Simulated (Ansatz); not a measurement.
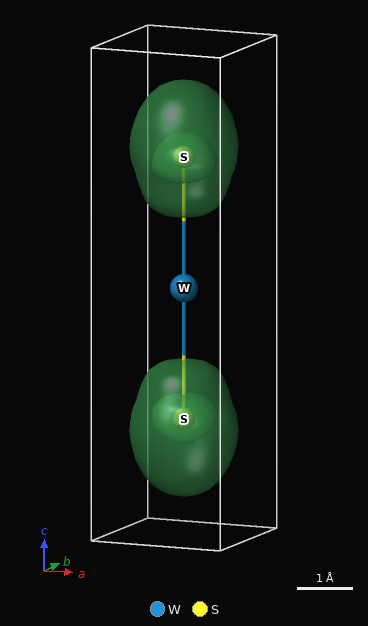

Figure. WS2. Isosurface of the ELF at 0.7 (green), seen slightly off an axis. Only the valence region is drawn (cores and ρ < 0.01 e/Å³ removed). Sticks mark near contacts.

Space group P4/mmm; a structure generated by program, which may or may not match a known phase.

The calculation used DFT PBE, scalar-relativistic, plane waves, PAW in Ansatz.

Core electrons are frozen (PAW), and the valence fields are smoothed inside the atomic spheres.

```
W S
1.0
     2.59173    0.00000    0.00000
     0.00000    2.59173    0.00000
     0.00000    0.00000    9.23417
W S
1 2
Direct
  0.50000 0.50000 0.50000
  0.50000 0.50000 0.76566
  0.50000 0.50000 0.23434
```

**What do the ELF domains correspond to?**

The ELF exceeds this value in two regions wrapped around S (the valence shell of each), counted in one cell of 3 atoms. Regions shared between cells count once. Along the contacts the grid gives the following. W–S (2.45 Å): the ELF peaks at about 0.90 in the valence shell of S, 0.9 Å from its nucleus, and is about 0.45 at the midpoint. W–W (2.59 Å): the ELF is about 0.40 at the midpoint.
